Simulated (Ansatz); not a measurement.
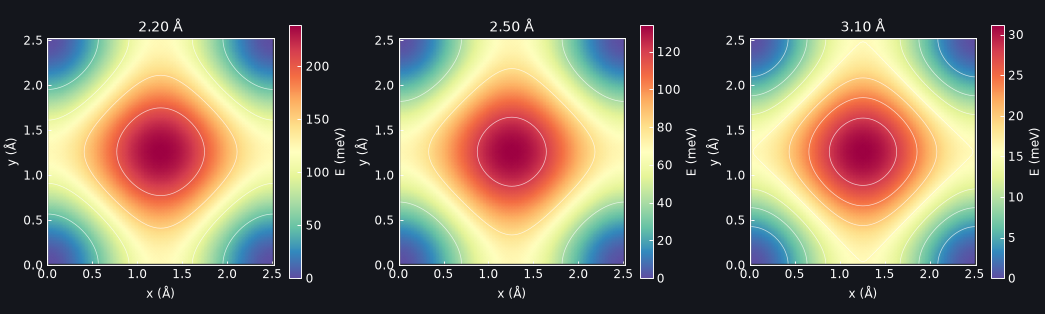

Three maps of one series, each from its own lowest grid point and on its own colour scale; the height changes from map to map. H on a Cu(100) slab cut from the Fm-3m phase, its upper half relaxed before the scan (12 atoms of substrate and one adsorbate in a 2 × 2 cell). 
- H is moved over the surface cell at a fixed height above a rigid substrate; the origin of the map has the adsorbate above Cu9.
- Places are given modulo a cell vector. The map is drawn in real space over the plane of the surface.
- The scan uses a 6 × 6 grid.
- Places are given in fractions of the 1 × 1 surface cell.
- Energies are in meV, from the lowest grid point.
- The runs have no spin polarisation, so an open-shell adsorbate far from the surface lies too high. At a fixed height the lowest place need not be the adsorption site.
- The calculation used Ansatz, DFT PBE+D3(BJ), scalar-relativistic, plane waves, PAW. Settings: cutoff 420 eV, k-mesh 5×5×1, gaussian smearing 0.1 eV, no spin polarisation.

The picture shows a smooth colour map with a few white contour lines, the outline of one cell of the plane. Between grid points the surface is interpolated.

The span runs from the lowest to the highest grid point; passes are read from the interpolated surfaces.

| height | lowest grid point | span (meV) | easiest pass (meV) |
| --- | --- | --- | --- |
| 2.20 Å | the top site over a surface Cu atom | 239 | 123 |
| 2.50 Å | the top site over a surface Cu atom | 134 | 70 |
| 3.10 Å | the top site over a surface Cu atom | 31 | 16 |

One more map of the series was computed, for the height 2.80 Å. What do you expect for it?

Answer. A straight line of ln(span) against the height through the 3 maps has the slope −2.3 per Å (a decay length of 0.44 Å) and gives 63.2 meV at 2.80 Å. The computed span is 67.4 meV, above the fit by 7 %. The lowest grid point is the top site over a surface Cu atom, as for 2.20 Å, 2.50 Å and 3.10 Å. The easiest pass out of the lowest well is about 35 meV.

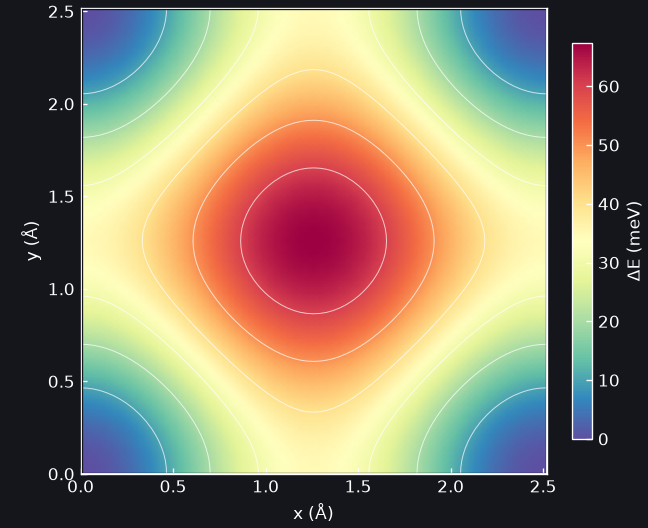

The map for 2.80 Å.

PAW datasets: the set soft_1.
